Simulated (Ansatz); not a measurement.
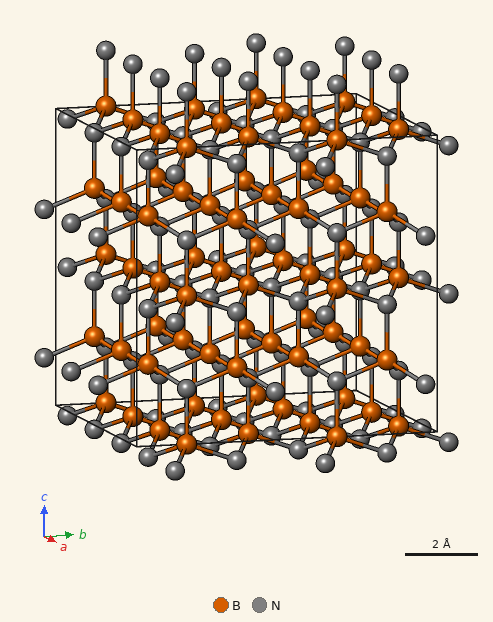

The structure as given in the input (ball-and-stick view of the cell of the calculation, seen slightly off an axis; bonded neighbours outside the cell are drawn too). Near neighbours in the crystal (not all of them lie inside the picture): B has 4 N at 1.56 to 1.57 Å; N has 4 B at 1.56 to 1.57 Å.

# B$_{48}$N$_{48}$: single-point calculation (part 1 of 2)

- system: B$_{48}$N$_{48}$ (P6₃mc, 96 atoms in the cell)
- method: DFT, HSE06, PAW, plane waves (Ansatz 0.2.0)

The structure was built on a prototype by a generator.

### The program's output
```
Pseudopotentials: kind: paw
Functional definition: HSE06
  parameter a = 0.25
  parameter omega = 0.11/bohr
  exchange = pbe_x - a*pbe_x_sr(omega) + a*exact_x_sr(omega)
  correlation = pbe_c
Crystal: 96 atoms, lattice volume = 564.078 Å³
Basis set: ecut = 420 eV, 11009 PW (Γ), exchange–correlation on 108×120×120 points (8 copies of the dense FFT grid, shifted against one another)
Bands: 288, of which v1, the nominal top of the filled ones, is band 192 counted from 1 (191 counted from 0)
Symmetry: 1 space group operations
k-points: 1
Non-local potential: B, projectors of the file, l = 0: 2, l = 1: 2, l = 2: 1
Non-local potential: N, projectors of the file, l = 0: 2, l = 1: 2, l = 2: 1
PAW form: soft (Blöchl's): semilocal exchange-correlation on the pseudo side does not see the compensation charge
PAW frozen core: B, regenerated for the run's functional, and the local potential with it (the file was generated under x = pbe(κ = 0.804, μ = 0.2195149727645171), c = pbe(β = 0.06672455060314922))
PAW frozen core: N, regenerated for the run's functional, and the local potential with it (the file was generated under x = pbe(κ = 0.804, μ = 0.2195149727645171), c = pbe(β = 0.06672455060314922))
PAW one-centre angular grid: B, 110 points (default); XC on 64 Gauss nodes
PAW one-centre angular grid: N, 110 points (default); XC on 64 Gauss nodes
Initial density: superposition of atomic densities (neutral atoms: chi_scale 0, normalization atom), corrected by the library's trained network
Initial wavefunctions: pseudopotential atomic-orbital guess
Functional: x = pbe(κ = 0.804, μ = 0.2195149727645171), c = pbe(β = 0.06672455060314922), warm-up for x = pbe(κ = 0.804, μ = 0.2195149727645171) + 0.25 (exact − pbe) at short range (hse, ω = 0.20786987370883472 Å⁻¹), c = pbe(β = 0.06672455060314922); HSE06 as pw.x's `hse` composes it (authors' and Libxc's form: `xc: wpbeh`)
SCF iter   1: F=—  HF=-26027.460792 eV  |F-HF|=—  |Δ(HF+E_count)|=         —  Δρ=3.12e-3  dr2=2.85e-2  ethr=1.77e-3  ⟨swp⟩=12.0  Hψ=1476  notcnv=0
preconditioner: auto → none  [insulator: Δε(μ)=6.407 eV  Ē_g=17.645 eV  σ=0.010 eV  W_gap=1.00  n_scr=154 (ndim 8)  ℏωp=30.6 eV  f_vac=0.000  D(μ)=0.00/eV (n_scr^D=0)]
iter 2 solved again at ethr=4.64e-7 eV; its pass at ethr=7.43e-6 eV (dr2=1.78e-3 eV) is discarded
SCF iter   2: F=-26027.469708 eV  HF=-26027.465726 eV  |F-HF|=3.98e-3  |Δ(HF+E_count)|=   4.93e-3  Δρ=9.80e-4  dr2=1.77e-3  ethr=4.64e-7  ⟨swp⟩=16.0  Hψ=1628  notcnv=0  defer=5
SCF 1 stopped early in 2 iterations: F = -26027.469708 eV  dr2 = 1.77e-3
  greatest PAW one-centre occupation: 0.788 electrons in one spin orbital (limit 2), on the N atom at site 65 (counted from 0), in its partial waves of l = 0
Initial density: handed on by an earlier stage of this run
Initial wavefunctions: those handed on with the density
Functional: x = pbe(κ = 0.804, μ = 0.2195149727645171) + 0.25 (exact − pbe) at short range (hse, ω = 0.20786987370883472 Å⁻¹), c = pbe(β = 0.06672455060314922); HSE06 as pw.x's `hse` composes it (authors' and Libxc's form: `xc: wpbeh`)
Exchange kernel: α = 0.2500, screened, ω = 0.2079 Å⁻¹, Wigner–Seitz truncation, v(0) = 796.5775 eV·Å³, q-mesh 1×1×1, nearest image of the exchange supercell L = 7.62 Å, pair-density grid 36×45×45, without the augmentation charges, whose exchange is taken in its separable form (sized by the pseudopotential files, 50×60×60 at the most), smooth part of the exchange summed in real space on grids 50×60
Frozen-core exchange: fock
SCF iter   1: F=—  HF=-26036.161529 eV  |F-HF|=—  |Δ(HF+E_count)|=         —  Δρ=9.19e-3  dr2=2.24e-1  ethr=4.62e-6  ⟨swp⟩=10.0  Hψ=1487  notcnv=0
preconditioner: auto → none  [insulator: Δε(μ)=7.815 eV  Ē_g=20.064 eV  σ=0.010 eV  W_gap=1.00  n_scr=154 (ndim 8)  ℏωp=30.6 eV  f_vac=0.000  D(μ)=0.00/eV (n_scr^D=0)]
SCF iter   2: F=—  HF=-26036.074591 eV  |F-HF|=—  |Δ(HF+E_count)|=   8.69e-2  Δρ=4.17e-3  dr2=4.05e-2  ethr=4.62e-6  ⟨swp⟩=4.0  Hψ=889  notcnv=0
SCF iter   3: F=—  HF=-26036.170679 eV  |F-HF|=—  |Δ(HF+E_count)|=   9.61e-2  Δρ=1.35e-3  dr2=8.37e-3  ethr=4.62e-6  ⟨swp⟩=8.0  Hψ=868  notcnv=0
SCF iter   4: F=—  HF=-26036.168139 eV  |F-HF|=—  |Δ(HF+E_count)|=   2.54e-3  Δρ=4.78e-4  dr2=1.18e-3  ethr=2.13e-6  ⟨swp⟩=3.0  Hψ=784  notcnv=0
SCF iter   5: F=—  HF=-26036.167781 eV  |F-HF|=—  |Δ(HF+E_count)|=   3.58e-4  Δρ=8.30e-5  dr2=9.14e-5  ethr=2.54e-7  ⟨swp⟩=3.0  Hψ=600  notcnv=0
SCF iter   6: F=—  HF=-26036.168556 eV  |F-HF|=—  |Δ(HF+E_count)|=   7.75e-4  Δρ=1.08e-4  dr2=5.73e-5  ethr=4.50e-9  ⟨swp⟩=5.0  Hψ=919  notcnv=0
SCF iter   7: F=-26036.168529 eV  HF=-26036.168537 eV  |F-HF|=8.44e-6  |Δ(HF+E_count)|=   1.86e-5  Δρ=1.53e-5  dr2=5.51e-6  ethr=4.50e-9  ⟨swp⟩=3.0  Hψ=672  notcnv=0
SCF 2 stopped early in 7 iterations: F = -26036.168529 eV  dr2 = 5.51e-6
  Residual-converged pass: ⟨swp⟩=3.0  Hψ=672  notcnv=0  max |occ|·‖R‖ = 3.2e-6 eV (tolerance 6.7e-6 eV)  dr2=5.44e-6  dr2_onsite=4.18e-8  max |Δocc| = 0.0e0
  greatest PAW one-centre occupation: 0.791 electrons in one spin orbital (limit 2), on the N atom at site 65 (counted from 0), in its partial waves of l = 0
hybrid outer 1: dexx = +1.086e-1 eV, tail = 7.16e-5 eV
SCF iter   1: F=—  HF=-26036.167031 eV  |F-HF|=—  |Δ(HF+E_count)|=         —  Δρ=3.52e-5  dr2=3.53e-6  ethr=9.32e-8  ⟨swp⟩=10.0  Hψ=791  notcnv=0
preconditioner: auto → none  [insulator: Δε(μ)=7.850 eV  Ē_g=20.068 eV  σ=0.010 eV  W_gap=1.00  n_scr=154 (ndim 8)  ℏωp=30.6 eV  f_vac=0.000  D(μ)=0.00/eV (n_scr^D=0)]
SCF iter   2: F=—  HF=-26036.167031 eV  |F-HF|=—  |Δ(HF+E_count)|=   5.66e-7  Δρ=9.98e-6  dr2=1.97e-7  ethr=7.79e-10  ⟨swp⟩=3.0  Hψ=660  notcnv=0
SCF iter   3: F=—  HF=-26036.167032 eV  |F-HF|=—  |Δ(HF+E_count)|=   8.97e-7  Δρ=4.06e-6  dr2=1.78e-7  ethr=2.70e-11  ⟨swp⟩=8.0  Hψ=880  notcnv=0  defer=4
SCF iter   4: F=—  HF=-26036.167032 eV  |F-HF|=—  |Δ(HF+E_count)|=   2.95e-8  Δρ=2.21e-6  dr2=6.62e-8  ethr=2.70e-11  ⟨swp⟩=4.0  Hψ=617  notcnv=0
SCF iter   5: F=-26036.167032 eV  HF=-26036.167032 eV  |F-HF|=2.12e-9  |Δ(HF+E_count)|=   1.70e-8  Δρ=6.07e-7  dr2=2.96e-9  ethr=1.64e-11  ⟨swp⟩=3.0  Hψ=505  notcnv=0
SCF 3 converged in 5 iterations: F = -26036.167032 eV  dr2 = 2.96e-9
  Residual-converged pass: ⟨swp⟩=2.0  Hψ=480  notcnv=0  max |occ|·‖R‖ = 2.5e-6 eV (tolerance 3.1e-6 eV)  dr2=2.78e-9  dr2_onsite=4.00e-11  max |Δocc| = 0.0e0
  greatest PAW one-centre occupation: 0.791 electrons in one spin orbital (limit 2), on the N atom at site 52 (counted from 0), in its partial waves of l = 0
```

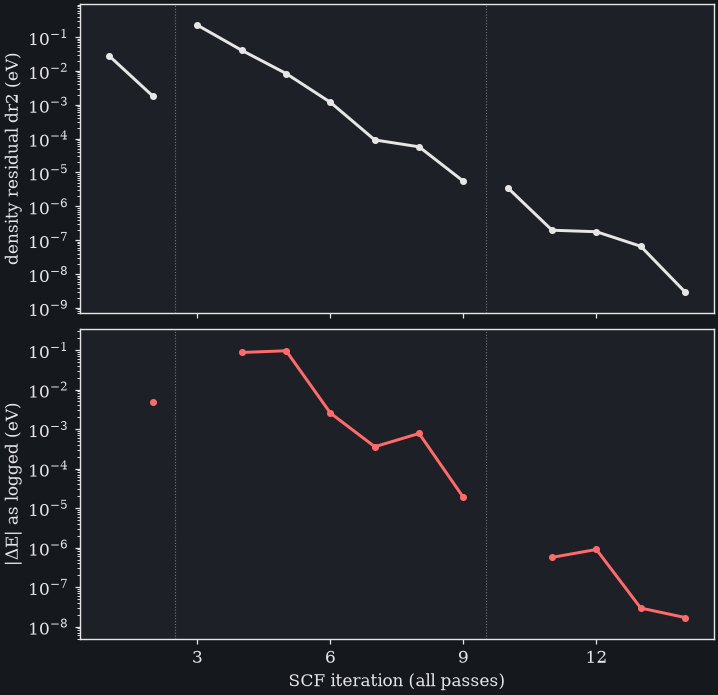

Convergence of the self-consistent field: density residual dr2 and size of the energy change against the SCF iteration. The run starts with a semilocal functional; after that each stretch between dotted lines is one SCF of the hybrid functional between two exact rebuilds of the exchange operator by the outer loop. Early passes are stopped at a loose threshold. The passes take 2, 7 and 5 iterations.

```
hybrid outer 2: dexx = +9.303e-7 eV, tail = 1.22e-8 eV, Δε = 7.64e-4 eV (about 1.05e-5 eV left of the loop's levels), ΔF = 9.50e-4 eV/Å (tail 2.15e-4)
NSCF: frozen V_eff on 1 k-points
hybrid SCF converged: 2 outer / 12 inner (+2 warm-up), last move |dexx| = 9.30e-7 eV, tail = 1.22e-8 eV
Stability not checked: this state was not tested for a lower state beside it, because the functional holds exact exchange (a hybrid, or Hartree-Fock), whose exchange loop this test does not read (fock_operator; see scf.lower_state_search)
Free energy (F): -26036.167032 eV
Harris-Foulkes:  -26036.167032 eV  (|F-HF|=2.12e-9)
Internal energy: -26036.167032 eV  (E = F + TS)
E sigma→0 (E₀):  -26036.167032 eV
Fermi energy:    14.125634 eV
--- Per-component energies (eV) ---
  E_band       = 682.785282
  E_kinetic    = 8927.021172
  E_local      = -8383.370920  (includes V_loc(G=0)·N_el)
  E_nonlocal   = 2667.634031
  E_hartree    = 2370.952906
  E_xc         = -3636.403533
  E_vxc        = -4478.222694  (∫ρ·V_xc dr)
  E_exx        = -940.138414  (= α·E_x^exact, valence–valence)
  E_paw        = -9830.163498  (= ΣΔE_a)
  E_vpaw       = -911.911173  (= ΣTr[D̂ρ^β])
  E_aug_tail   = 0.004882  (compensation charges beyond the density's cutoff)
  E_ewald      = -17210.037912
  E_core_change = -1.665752  (= ΣΔE_core)
  E_smearing   = -0.000000  (= −TS)
  E_closure    = 0.000008  (closes the sum)
  Σ components = -26036.167032   (vs F -26036.167032, Δ=0.00e0)
--- Forces (eV/Å), atoms counted from 1 ---
  atom   1  B      0.01030837     0.00289995    -0.01888715
  atom   2  B      0.01030708     0.00290036    -0.01888090
  atom   3  B      0.01038672     0.00291165    -0.01888039
  atom   4  B      0.01038665     0.00290987    -0.01886968
  atom   5  B      0.01023414     0.00288334    -0.01889638
  atom   6  B      0.01023360     0.00288213    -0.01888547
  atom   7  B      0.01030737     0.00288294    -0.01888659
  atom   8  B      0.01030680     0.00288578    -0.01887523
  atom   9  B      0.01023474     0.00291541    -0.01887726
  atom  10  B      0.01023453     0.00291566    -0.01887042
  atom  11  B      0.01031088     0.00287340    -0.01890444
  atom  12  B      0.01031214     0.00286915    -0.01889498
  atom  13  B      0.01038622     0.00289480    -0.01887518
  atom  14  B      0.01038817     0.00289940    -0.01886637
  atom  15  B      0.01023183     0.00285620    -0.01888489
  atom  16  B      0.01023487     0.00285705    -0.01887885
  atom  17  B      0.01038146     0.00288516    -0.01889453
  atom  18  B      0.01038195     0.00288206    -0.01888616
  atom  19  B      0.01023489     0.00289808    -0.01887364
  atom  20  B      0.01023471     0.00289901    -0.01886303
  atom  21  B      0.01031201     0.00284616    -0.01889298
  atom  22  B      0.01031401     0.00284719    -0.01888598
  atom  23  B      0.01038249     0.00285950    -0.01888502
  atom  24  B      0.01038414     0.00285868    -0.01887427
  atom  25  B     -0.00783635    -0.00269156    -0.01931464
  atom  26  B     -0.00783454    -0.00269062    -0.01931285
  atom  27  B     -0.00776172    -0.00270569    -0.01931077
  atom  28  B     -0.00776067    -0.00270416    -0.01931064
  atom  29  B     -0.00775735    -0.00268002    -0.01932153
  atom  30  B     -0.00775783    -0.00267961    -0.01932249
  atom  31  B     -0.00768323    -0.00271969    -0.01930545
  atom  32  B     -0.00768183    -0.00271582    -0.01930497
  atom  33  B     -0.00783709    -0.00268958    -0.01932193
  atom  34  B     -0.00783433    -0.00269115    -0.01931924
  atom  35  B     -0.00775999    -0.00271944    -0.01931046
  atom  36  B     -0.00776250    -0.00271995    -0.01931004
  atom  37  B     -0.00768659    -0.00269228    -0.01931543
  atom  38  B     -0.00768487    -0.00269432    -0.01931110
  atom  39  B     -0.00783477    -0.00271984    -0.01929992
  atom  40  B     -0.00783230    -0.00271587    -0.01930123
  atom  41  B     -0.00775760    -0.00267978    -0.01932948
  atom  42  B     -0.00775846    -0.00268048    -0.01932701
  atom  43  B     -0.00768360    -0.00273312    -0.01930445
  atom  44  B     -0.00768152    -0.00273262    -0.01930127
  atom  45  B     -0.00768473    -0.00269349    -0.01931924
  atom  46  B     -0.00768507    -0.00269401    -0.01931715
  atom  47  B     -0.00783549    -0.00273320    -0.01930197
  atom  48  B     -0.00783445    -0.00273327    -0.01929833
  atom  49  N      0.00785438     0.00328247     0.01924195
  atom  50  N      0.00785771     0.00328450     0.01923363
  atom  51  N      0.00794724     0.00332118     0.01921108
  atom  52  N      0.00794936     0.00332302     0.01921038
  atom  53  N      0.00777143     0.00336441     0.01922431
  atom  54  N      0.00777356     0.00336481     0.01922140
  atom  55  N      0.00785946     0.00322396     0.01923141
  atom  56  N      0.00785621     0.00321599     0.01922740
  atom  57  N      0.00776036     0.00332289     0.01921393
  atom  58  N      0.00776870     0.00332629     0.01921110
  atom  59  N      0.00784941     0.00332130     0.01923649
  atom  60  N      0.00785848     0.00332752     0.01922821
  atom  61  N      0.00794725     0.00325762     0.01921075
  atom  62  N      0.00795035     0.00326503     0.01920216
  atom  63  N      0.00776857     0.00332586     0.01922093
  atom  64  N      0.00777919     0.00332475     0.01921191
  atom  65  N      0.00795024     0.00336533     0.01922971
  atom  66  N      0.00795042     0.00336699     0.01921434
  atom  67  N      0.00776669     0.00326022     0.01921142
  atom  68  N      0.00776556     0.00326680     0.01920467
  atom  69  N      0.00785579     0.00328739     0.01923055
  atom  70  N      0.00785865     0.00328907     0.01922147
  atom  71  N      0.00794500     0.00333256     0.01921890
  atom  72  N      0.00794589     0.00332958     0.01921603
  atom  73  N     -0.01050078    -0.00350951     0.01898701
  atom  74  N     -0.01050035    -0.00351167     0.01898880
  atom  75  N     -0.01040606    -0.00340881     0.01898216
  atom  76  N     -0.01040992    -0.00341052     0.01899462
  atom  77  N     -0.01040534    -0.00346896     0.01901014
  atom  78  N     -0.01040321    -0.00347256     0.01900955
  atom  79  N     -0.01032071    -0.00346161     0.01896785
  atom  80  N     -0.01032239    -0.00344854     0.01897591
  atom  81  N     -0.01049504    -0.00355179     0.01898323
  atom  82  N     -0.01049728    -0.00356319     0.01898235
  atom  83  N     -0.01040227    -0.00346921     0.01898980
  atom  84  N     -0.01041118    -0.00346463     0.01899077
  atom  85  N     -0.01031526    -0.00350816     0.01898602
  atom  86  N     -0.01031131    -0.00350532     0.01899359
  atom  87  N     -0.01049534    -0.00345007     0.01897138
  atom  88  N     -0.01049713    -0.00345223     0.01897840
  atom  89  N     -0.01040613    -0.00351873     0.01900623
  atom  90  N     -0.01040573    -0.00351437     0.01901058
  atom  91  N     -0.01031438    -0.00350162     0.01896768
```
